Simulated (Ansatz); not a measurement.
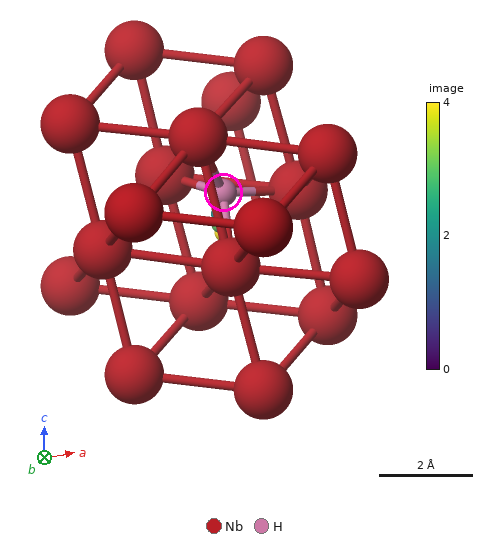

A nudged-elastic-band calculation for a defect cell of composition Nb20H (21 atoms in the cell). Images are numbered from 0 (start) to 4 (end). The start is drawn whole; smaller spheres mark the moving atoms (H) in the later images, joined by lines and coloured by the number of the image. Style: ball-and-stick. Shown: the atoms within 4.2 Å of the middle of the path, along the b axis. The moving atom is ringed, with any periodic copies. Bonds to atoms that aren't drawn are left out.

Level of theory: DFT PBEsol, scalar-relativistic, plane waves, PAW in Ansatz 0.2.0. Set-up: plane-wave cutoff 420 eV; k-point mesh 3 × 3 × 3; Gaussian smearing 0.1 eV; 3 movable images; climbing image.

### Describe the path and its energy.

The H atom travels furthest, 1.15 Å from end to end, along [0 1 −1], on a path that bends up to 0.09 Å away from the straight line. At the highest image its nearest neighbour (Nb) is 1.83 Å away, against 1.89 Å at the start, and the surrounding atoms stand up to 0.07 Å off the mean of their end positions. The barrier is about 0.160 eV in both directions, with image 2 at the top; the ends have the same energy. The band converged in 4 iterations. The largest component of the band force went from 0.62 to 0.028 eV/Å. The climbing image converged on the top of the path. Its curvatures weren't checked.

Limits of the set-up: the periodic images lie only 7.1 Å apart, so the values are limited by the cell's size.
